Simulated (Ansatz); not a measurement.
The Ansatz input:

```
crystal:
  lattice:
    - [-1.7424829218, 1.7424829218, 4.1922323413]
    - [1.7424829218, -1.7424829218, 4.1922323413]
    - [1.7424829218, 1.7424829218, -4.1922323413]
  atoms:
    - { symbol: Si, position: [0.75, 0.25, 0.5] }
    - { symbol: Si, position: [0.0, 0.0, 0.0] }
    - { symbol: O, position: [0.5404968811, 0.0404968811, 0.5] }
    - { symbol: O, position: [0.7904968811, 0.7904968811, 0.0] }
    - { symbol: O, position: [0.2095031189, 0.2095031189, 0.0] }
    - { symbol: O, position: [0.9595031189, 0.4595031189, 0.5] }
kpoints:
  mp_grid: { grid: [12, 12, 12] }
  band_path:
    path:
      - [0.0, 0.0, 0.0]
      - [0.0, 0.0, 0.5]
      - [0.25, 0.25, 0.25]
      - [0.0, 0.5, 0.0]
      - [0.5, 0.5, -0.5]
      - [0.2931903159, 0.7068096841, -0.2931903159]
      - [-0.2931903159, 0.2931903159, 0.2931903159]
      - [-0.0863806319, 0.0863806319, 0.5]
      - [0.5, 0.5, -0.0863806319]
    npoints: 1
hamiltonian:
  xc: r2scan
  dispersion: rvv10
scf:
  occupations: { method: fermi_dirac, width: 0.03 }
  n_extra_bands: 5
output:
  forces: true
  stress: true
  eigenvalues: true
```

Command:
```bash
ansatz run input.yaml --threads 2 --pin off --max-ram 20275MiB --backend cpu --events-out ev --progress --plain --runs-dir out
```

What does the calculation give for the electronic structure?

There is a gap; over the k points computed it is 7.24 eV (indirect; the smallest direct gap is 8.04 eV). Within the window shown, the tallest peak of the filled states lies 2.1 eV under the valence-band top, at about 5.7 states per eV and cell.

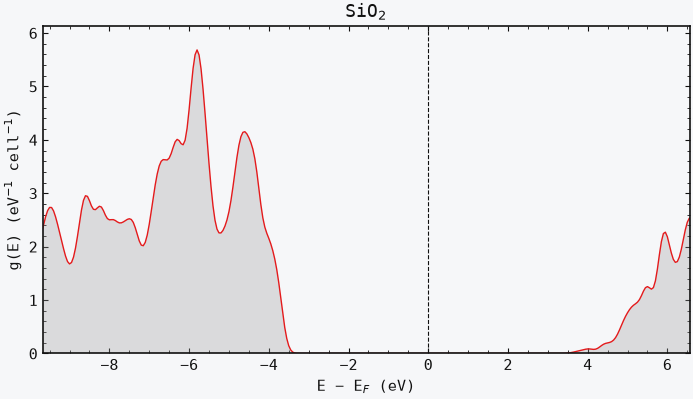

Density of states. Energies are counted from the Fermi level. The curve is built from the levels of the k mesh with Gaussians 0.3 eV wide, which also blur the band edges.
